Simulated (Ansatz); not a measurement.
The calculation's input:

```
crystal:
  lattice:
    - [6.2710685818, 0.0, 0.0]
    - [0.0, 6.2710685818, 0.0]
    - [0.0, 0.0, 5.8333479948]
  atoms:
    - { symbol: C, position: [0.0, 0.0, 0.0] }
    - { symbol: C, position: [0.5, 0.0, 0.5] }
    - { symbol: C, position: [0.5, 0.5, 0.0] }
    - { symbol: C, position: [0.0, 0.5, 0.5] }
    - { symbol: O, position: [0.1114834447, 0.1114834447, 0.1114834447] }
    - { symbol: O, position: [0.3885165553, 0.8885165553, 0.6114834447] }
    - { symbol: O, position: [0.6114834447, 0.3885165553, 0.8885165553] }
    - { symbol: O, position: [0.8885165553, 0.6114834447, 0.3885165553] }
    - { symbol: O, position: [0.8885165553, 0.8885165553, 0.8885165553] }
    - { symbol: O, position: [0.6114834447, 0.1114834447, 0.3885165553] }
    - { symbol: O, position: [0.3885165553, 0.6114834447, 0.1114834447] }
    - { symbol: O, position: [0.1114834447, 0.3885165553, 0.6114834447] }
basis:
  ecutwfc: 520.0
kpoints:
  mp_grid: { grid: [4, 4, 4] }
hamiltonian:
  xc: pbe
scf:
  occupations: { method: gaussian, width: 0.05 }
output:
  forces: true
  stress: true
  eigenvalues: true
  write_density: true
  write_potential: true
  elf: true
  volumetric_format: npy
```

Command:

```sh
ansatz run input.yaml --threads 2 --pin off --max-ram 4096MiB --backend cpu --events-out ev --progress --plain --runs-dir out
```

Below, planes, directions and counts refer to the conventional cell (a = 5.83 Å, b = 6.27 Å, c = 6.27 Å, α = 90.00°, β = 90.00°, γ = 90.00°).

Space group Pbca; not relaxed (largest force 1.3 eV/Å); computed pressure about −3 GPa in this cell.

Theory: Ansatz 0.2.0, DFT PBE, scalar-relativistic, plane waves, PAW.

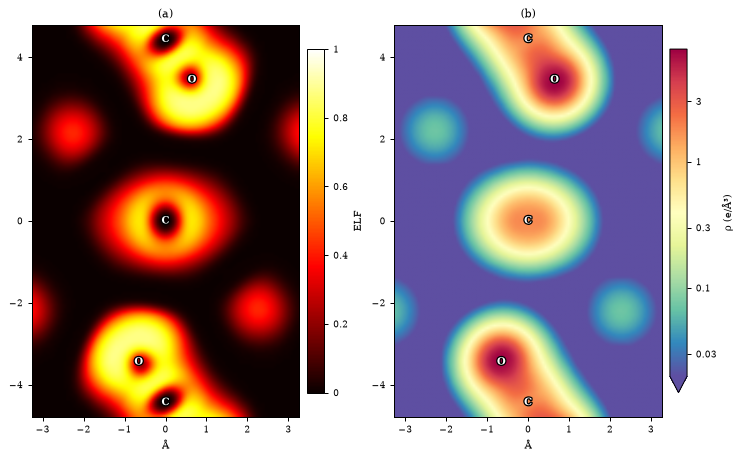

CO2. (a) electron localisation function; (b) valence pseudo-density on the (011) plane of the conventional cell.

The density is the valence pseudo-density of a PAW calculation; it isn't the true density close to the nuclei.

What do the fields say about this system?

Answer. Atoms in the plane: C and O. C–O (1.18 Å): the density is about 3.5 e/Å³ at the midpoint; the ELF peaks at about 0.80 between the atoms (inside overlapping PAW spheres, so only a guide): a short, multiple covalent bond. The density dies away to nearly zero in the voids. The ELF also peaks beside O, away from the bonds: lone-pair regions.
